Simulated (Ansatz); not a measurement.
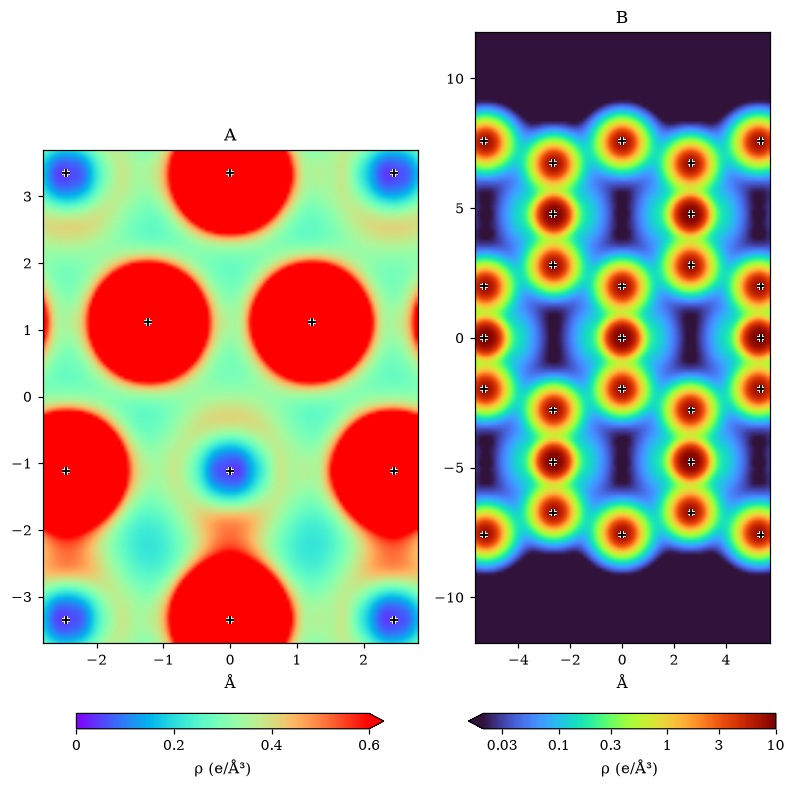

The valence pseudo-density of 2 systems, each on a plane through atoms (crosses mark nuclei in the plane).

Method: Ansatz, DFT PBEsol, scalar-relativistic, plane waves, PAW.

System 1: SiNi$_{2}$, the (110) plane of the conventional cell. Space group P6₃/mmc; computed without spin polarisation.

System 2: TiO$_{2}$ (slab), the (110) plane of the calculation cell, a cut from vacuum to vacuum. Computed without spin polarisation.

```cif
data_structure
_symmetry_space_group_name_H-M 'P 1'
_symmetry_Int_Tables_number 1
_cell_length_a 3.7707
_cell_length_b 3.7707
_cell_length_c 30.1287
_cell_angle_alpha 90.000
_cell_angle_beta 90.000
_cell_angle_gamma 90.000
_cell_volume 428.37
loop_
_atom_site_label
_atom_site_type_symbol
_atom_site_fract_x
_atom_site_fract_y
_atom_site_fract_z
_atom_site_occupancy
O1 O 0.00000 0.00000 0.24835 1
Ti1 Ti 0.50000 0.00000 0.26433 1
O2 O 0.50000 0.50000 0.27636 1
O3 O 0.50000 0.00000 0.32790 1
Ti2 Ti 0.50000 0.50000 0.34128 1
O4 O 0.00000 0.50000 0.35505 1
O5 O 0.50000 0.50000 0.40719 1
Ti3 Ti 0.00000 0.50000 0.42073 1
O6 O 0.00000 0.00000 0.43418 1
O7 O 0.00000 0.50000 0.48656 1
Ti4 Ti 0.00000 0.00000 0.50000 1
O8 O 0.50000 0.00000 0.51344 1
O9 O 0.00000 0.00000 0.56582 1
Ti5 Ti 0.50000 0.00000 0.57927 1
O10 O 0.50000 0.50000 0.59281 1
O11 O 0.50000 0.00000 0.64495 1
Ti6 Ti 0.50000 0.50000 0.65872 1
O12 O 0.00000 0.50000 0.67210 1
O13 O 0.50000 0.50000 0.72364 1
Ti7 Ti 0.00000 0.50000 0.73567 1
O14 O 0.00000 0.00000 0.75165 1
```

**Match each panel to its system.**

Panel A is system 1, SiNi$_{2}$: the plane holds Si and Ni. Si–Ni (2.23 Å): the density is about 0.54 e/Å³ at the midpoint. Panel B is system 2, TiO$_{2}$: the plane holds O and Ti. Ti–O (1.96 Å): ρ is about 0.71 e/Å³ halfway.
